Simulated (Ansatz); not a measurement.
System: Cu20H2O (slab).

The calculation's input:

```
crystal:
  lattice:
    - [5.0393684, 0.0, 0.0]
    - [0.0, 5.0393684, 0.0]
    - [0.0, 0.0, 26.5067431371]
  atoms:
    - { symbol: Cu, position: [0.25, 0.25, 0.3206731192] }
    - { symbol: Cu, position: [0.25, 0.75, 0.3206731192] }
    - { symbol: Cu, position: [0.75, 0.25, 0.3206731192] }
    - { symbol: Cu, position: [0.75, 0.75, 0.3206731192] }
    - { symbol: Cu, position: [0.5, 0.5, 0.3878894413] }
    - { symbol: Cu, position: [0.5, 0.0, 0.3878894413] }
    - { symbol: Cu, position: [0.0, 0.5, 0.3878894413] }
    - { symbol: Cu, position: [0.0, 0.0, 0.3878894413] }
    - { symbol: Cu, position: [0.75, 0.75, 0.4558187767] }
    - { symbol: Cu, position: [0.75, 0.25, 0.4558187767] }
    - { symbol: Cu, position: [0.25, 0.75, 0.4558187767] }
    - { symbol: Cu, position: [0.25, 0.25, 0.4558187767] }
    - { symbol: Cu, position: [0.0, 0.0, 0.5237741211] }
    - { symbol: Cu, position: [0.0, 0.5, 0.5237741211] }
    - { symbol: Cu, position: [0.5, 0.0, 0.5237741211] }
    - { symbol: Cu, position: [0.5, 0.5, 0.5237741211] }
    - { symbol: Cu, position: [0.25, 0.25, 0.5904670207] }
    - { symbol: Cu, position: [0.25, 0.75, 0.5904670207] }
    - { symbol: Cu, position: [0.75, 0.25, 0.5904670207] }
    - { symbol: Cu, position: [0.75, 0.75, 0.5904670207] }
    - { symbol: O, position: [0.0, 0.0, 0.6485654447] }
    - { symbol: H, position: [0.1462624337, 0.0965694724, 0.6629014194] }
    - { symbol: H, position: [-0.1550013562, 0.0818104032, 0.6629014194] }
basis:
  ecutwfc: 420
kpoints:
  mp_grid: { grid: [6, 6, 1] }
hamiltonian:
  xc: pbe
  dispersion: d3bj
scf:
  occupations: { method: gaussian, width: 0.1 }
output:
  forces: true
  eigenvalues: true
  write_density: true
  write_potential: true
  elf: true
  volumetric_format: npy
relax:
  adjacent_minimum: "off"
  f_tol: 0.03
  max_steps: 70
  constraints: [{ sites: [0, 1, 2, 3, 4, 5, 6, 7] }]
efield:
  axis: 3
  dipole_correction: true
```

Command:

```sh
ansatz run input.yaml --threads 8 --pin off --max-ram 22528MiB --backend cpu --events-out ev --progress --plain --runs-dir out
```

The fields are those of the relaxed geometry.

Computed without spin polarisation.

Computed with DFT PBE+D3(BJ), scalar-relativistic, plane waves, PAW (Ansatz 0.2.0).

Q: Predict the valence pseudo-density and electron localisation function between the atoms.

A: Cu–O (2.33 Å): ρ is about 0.27 e/Å³ halfway; the ELF peaks at about 0.85 in the valence shell of O, 0.6 Å from its nucleus, and drops to about 0.05 between the two atoms; no localised pair shows between them.

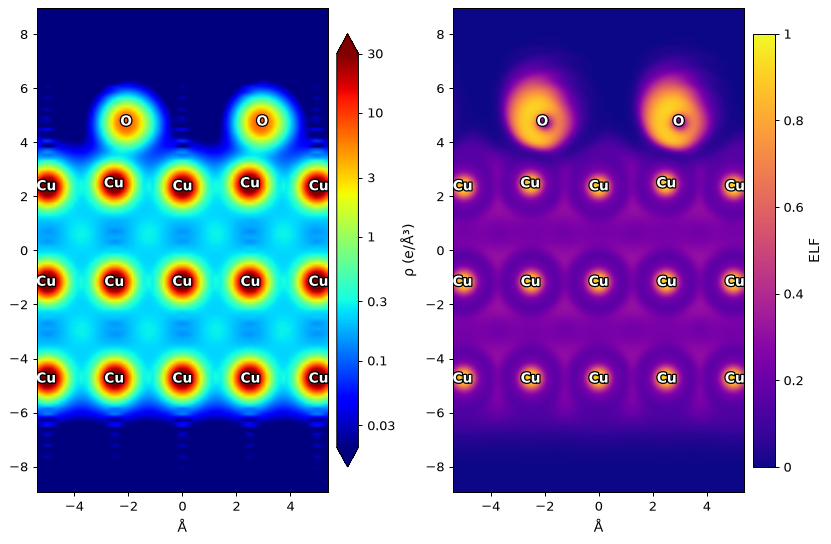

Computed valence pseudo-density and electron localisation function on the (100) plane of the calculation cell, a cut from vacuum to vacuum, in this order. 

Core electrons are frozen (PAW), and the valence fields are smoothed inside the atomic spheres.
